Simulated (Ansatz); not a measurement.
This input was run:

```
crystal:
  lattice:
    - [0.0, 2.5192664509, 2.5192664509]
    - [2.5192664509, 0.0, 2.5192664509]
    - [2.5192664509, 2.5192664509, 0.0]
  atoms:
    - { symbol: Zr, position: [0.0, 0.0, 0.0] }
    - { symbol: O, position: [0.25, 0.25, 0.25] }
    - { symbol: O, position: [0.75, 0.75, 0.75] }
kpoints:
  mp_grid: { grid: [8, 8, 8] }
  band_path:
    path:
      - [0.0, 0.0, 0.0]
      - [0.5, 0.0, 0.5]
      - [0.625, 0.25, 0.625]
      - [0.375, 0.375, 0.75]
      - [0.5, 0.5, 0.5]
      - [0.5, 0.25, 0.75]
      - [0.0, 0.5, 0.5]
    npoints: 1
hamiltonian:
  xc: r2scan
scf:
  occupations: { method: fixed }
  n_extra_bands: 4
output:
  forces: true
  stress: true
  eigenvalues: true
```

Command:
```bash
ansatz run input.yaml --threads 4 --pin off --max-ram 4608MiB --backend cpu --events-out ev --progress --plain --runs-dir out
```

What will the density of states look like?

There is a gap; over the k points computed it is 3.98 eV (indirect; the smallest direct gap is 4.41 eV). Within the window shown, the tallest peak of the filled states lies 1.2 eV under the valence-band top, at about 3.8 states per eV and cell.

The cell is at 8 GPa in this functional.

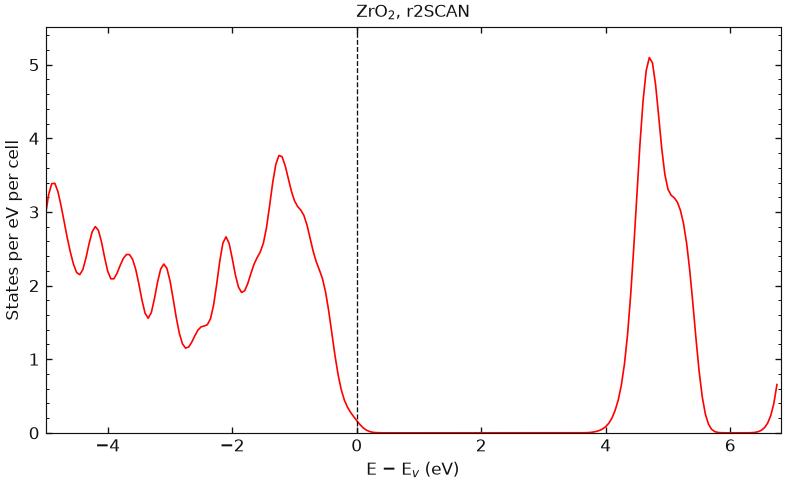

Density of states. Energies are counted from the top of the valence band. The curve is built from the levels of the k mesh with Gaussians 0.3 eV wide, which also blur the band edges.
